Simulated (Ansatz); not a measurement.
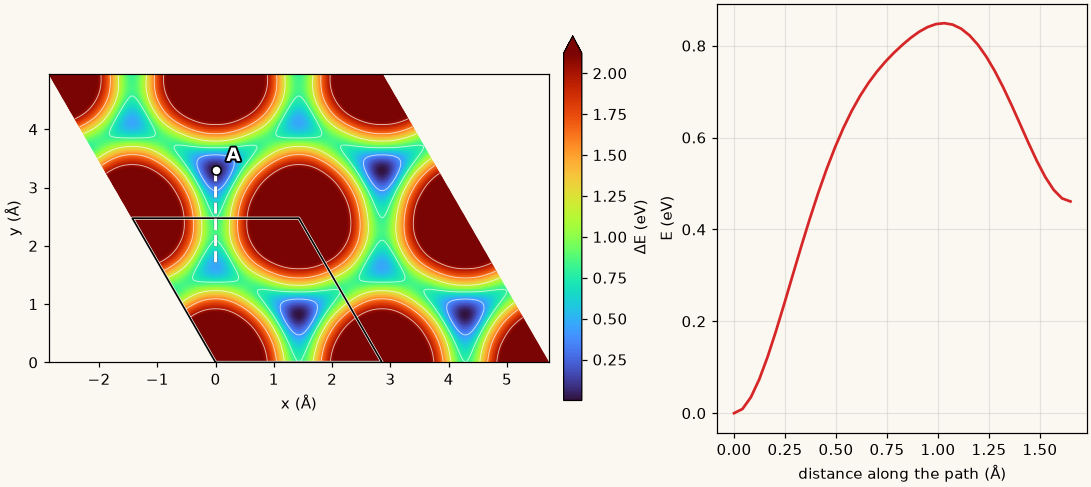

O on an Al(111) slab cut from the Fm-3m phase, its upper half relaxed before the scan (12 atoms of substrate and one adsorbate in a 2 × 2 cell). O is moved over the surface cell; relaxed at each place: the height of the adsorbate's atoms; substrate rigid; the origin of the map has the adsorbate above Al9. Places are given modulo a cell vector. The map is drawn in real space over the plane of the surface. Grid: 6 × 6 points; 10 points were computed and 26 follow by symmetry. Places are given in fractions of the 1 × 1 surface cell. All energies are given in eV relative to the lowest grid point. The calculation used Ansatz, DFT PBE, scalar-relativistic, plane waves, PAW. Settings: cutoff 420 eV, k-mesh 6×6×1, gaussian smearing 0.1 eV, no spin polarisation.

The picture shows a smooth colour map with a few white contour lines, a line along the lowest path, the outline of one cell of the 2 × 2 shown, one colour for all values above the top of the scale, the energy along the path at the right, the start A. Between grid points the surface is interpolated.

Q: Describe the path and its barrier.

A: The easiest path leads from the well at a threefold hollow over a third-layer Al atom, (4/6, 2/6) of the cell vectors to the well at a threefold hollow over a second-layer Al atom, (2/6, 4/6) of the cell vectors, about 0.46 eV higher. Its highest point lies about 0.85 eV above the bottom of the first well on the interpolated surface, at about (0.46, 0.92) of the cell vectors. Seen from the upper well the barrier is about 0.39 eV. This is the barrier on the constrained surface; relaxing the other coordinates would change it.
